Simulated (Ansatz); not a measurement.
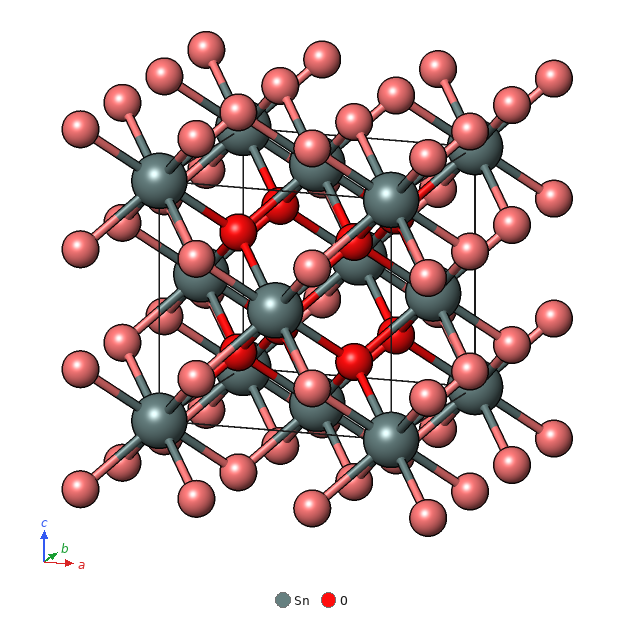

An orthographic ball-and-stick view of the structure, slightly off an axis. Atoms at the boundary of the conventional unit cell (the box) are drawn once for each face, edge or corner they touch. The first bonded neighbours in the surrounding cells are also shown, in fainter colours.

SnO2, fluorite (CaF₂ type), space group Fm-3m (No. 225), a = 5.067 Å, b = 5.067 Å, c = 5.067 Å, α = 90.00°, β = 90.00°, γ = 90.00°. The structure was taken from a structure type filled with these elements by a generator (whether the compound takes this form wasn't checked). Earlier steps of the study may have refined or changed the cell and positions. Ansatz was used for an electronic-structure calculation on it.

This one geometry was computed with Ansatz (DFT, plane waves, PAW) at six levels of theory: PBE with spin-orbit coupling, PBE0, HSE06, dielectric-dependent PBE0 (fraction 1/eps_inf of PBE), r2SCAN and PBE. It was relaxed beforehand with r2SCAN.

> Which level gives the highest pressure at this volume, and what does that say about its equilibrium volume?

Highest: PBE with spin-orbit coupling (9.3 GPa) and PBE (9.3 GPa), which points to the largest equilibrium volume. Lowest, with the smallest volume: PBE0 (-2.8 GPa) and HSE06 (-2.7 GPa). Levels within 0.5 GPa of each other can't be told apart.

> How does the band gap change with the level of theory?

PBE: a gap of 0.29 eV, indirect; PBE with spin-orbit coupling: a gap of 0.29 eV, indirect; r2SCAN: a gap of 0.84 eV, indirect; HSE06: a gap of 1.68 eV, indirect; dielectric-dependent PBE0 (fraction 1/eps_inf of PBE): a gap of 1.74 eV, indirect; PBE0: a gap of 2.37 eV, indirect.

> Collect the results in a table.

| level | cutoff (eV) | k-mesh of the run's cell | gap (eV) | pressure (GPa) |
| --- | --- | --- | --- | --- |
| PBE with spin-orbit coupling | 420 | 8×8×8 | 0.29 | 9.3 |
| PBE0 | 420 | 6×6×6 | 2.37 | -2.8 |
| HSE06 | 420 | 6×6×6 | 1.68 | -2.7 |
| dielectric-dependent PBE0 (fraction 1/eps_inf of PBE) | 420 | 6×6×6 | 1.74 | 0.5 |
| r2SCAN | 500 | 8×8×8 | 0.84 | 0.0 |
| PBE | 420 | 8×8×8 | 0.29 | 9.3 |

Gaps are taken on the k-mesh or band path of each run.
